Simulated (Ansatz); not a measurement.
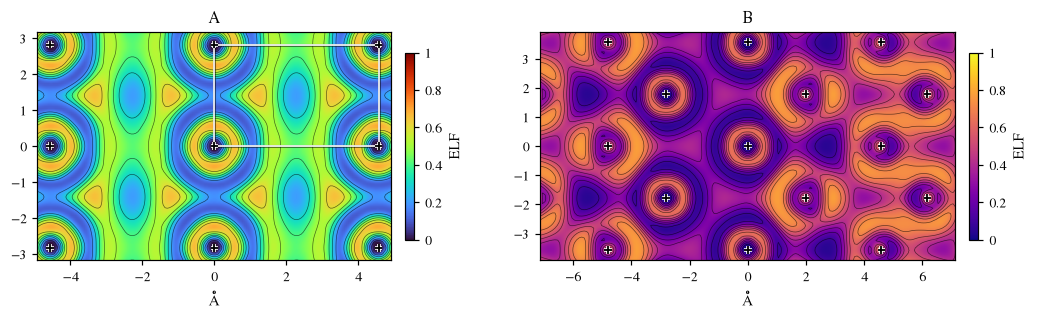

The ELF of 2 systems, each on a plane through atoms (crosses mark nuclei in the plane).

The calculation used Ansatz, DFT r2SCAN, scalar-relativistic, plane waves, PAW.

System 1: Ti, the (100) plane of the conventional cell. Space group P6/mmm; a structure from a database of computed crystals, not necessarily the ambient phase; computed without spin polarisation.

System 2: TiSi$_{2}$, the (100) plane of the conventional cell. Space group Cmcm; a structure from a database of computed crystals, not necessarily the ambient phase; computed without spin polarisation.

```cif
data_structure
_symmetry_space_group_name_H-M 'P 1'
_symmetry_Int_Tables_number 1
_cell_length_a 3.5354
_cell_length_b 13.5660
_cell_length_c 3.5708
_cell_angle_alpha 90.000
_cell_angle_beta 90.000
_cell_angle_gamma 90.000
_cell_volume 171.26
loop_
_atom_site_label
_atom_site_type_symbol
_atom_site_fract_x
_atom_site_fract_y
_atom_site_fract_z
_atom_site_occupancy
Ti1 Ti 0.00000 0.10335 0.75000 1
Ti2 Ti 0.50000 0.60335 0.75000 1
Ti3 Ti 0.00000 0.89665 0.25000 1
Ti4 Ti 0.50000 0.39665 0.25000 1
Si1 Si 0.00000 0.44188 0.75000 1
Si2 Si 0.50000 0.94188 0.75000 1
Si3 Si 0.00000 0.55812 0.25000 1
Si4 Si 0.50000 0.05812 0.25000 1
Si5 Si 0.00000 0.75016 0.75000 1
Si6 Si 0.50000 0.25016 0.75000 1
Si7 Si 0.00000 0.24984 0.25000 1
Si8 Si 0.50000 0.74984 0.25000 1
```

Match each panel to its system.

Panel A is system 1, Ti: the plane holds Ti. Ti–Ti (2.82 Å): the ELF is about 0.20 at the midpoint; no shared electron pair shows on this line. Panel B is system 2, TiSi$_{2}$: the plane holds Ti and Si. Si–Si (2.38 Å): the ELF peaks at about 0.75 between the atoms.
